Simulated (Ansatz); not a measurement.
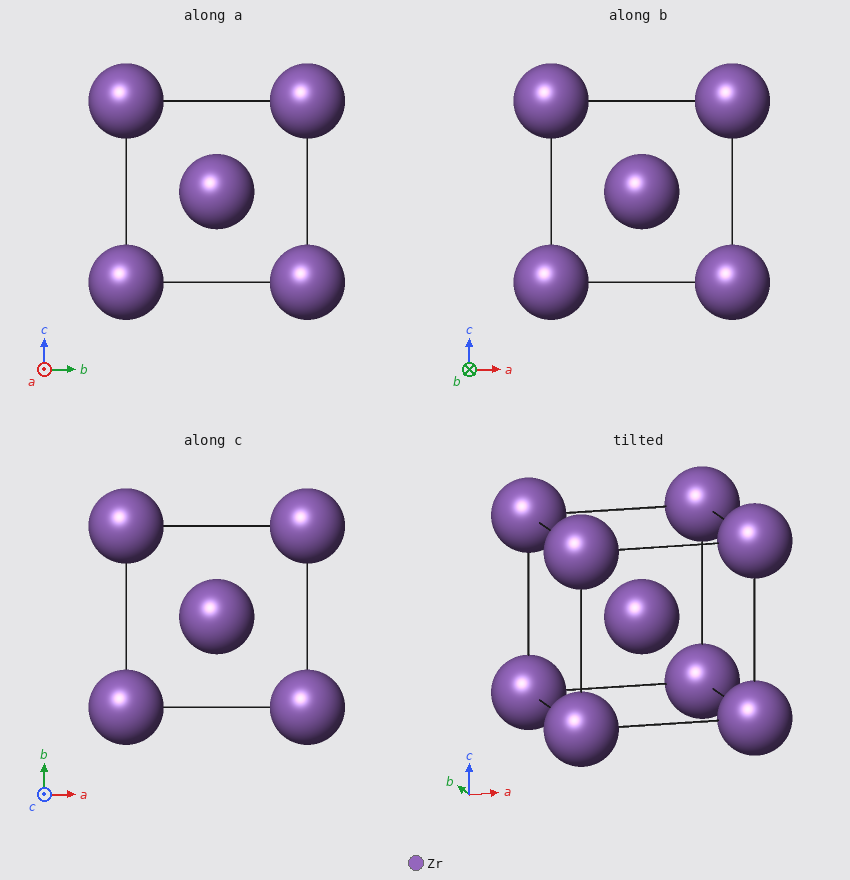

Structure drawing (spheres-only), viewed along the a axis, along the b axis, along the c axis and slightly off an axis. The frame is the conventional unit cell; atoms at its boundary are shown with their periodic copies.

Lattice parameters: a = 3.583 Å, b = 3.583 Å, c = 3.583 Å, α = 90.00°, β = 90.00°, γ = 90.00°. Put a along x and b in the xy plane.

Put the structure into a POSCAR file.

```
Zr
1.0
     3.583    0.000    0.000
     0.000    3.583    0.000
     0.000    0.000    3.583
Zr
2
Direct
  0.0000 0.0000 0.0000
  0.5000 0.5000 0.5000
```

Its origin is a structure type filled with this element by a generator (whether the element takes this form wasn't checked). The cell was then strained or its atoms displaced on purpose. It was the input of a calculation with Ansatz.
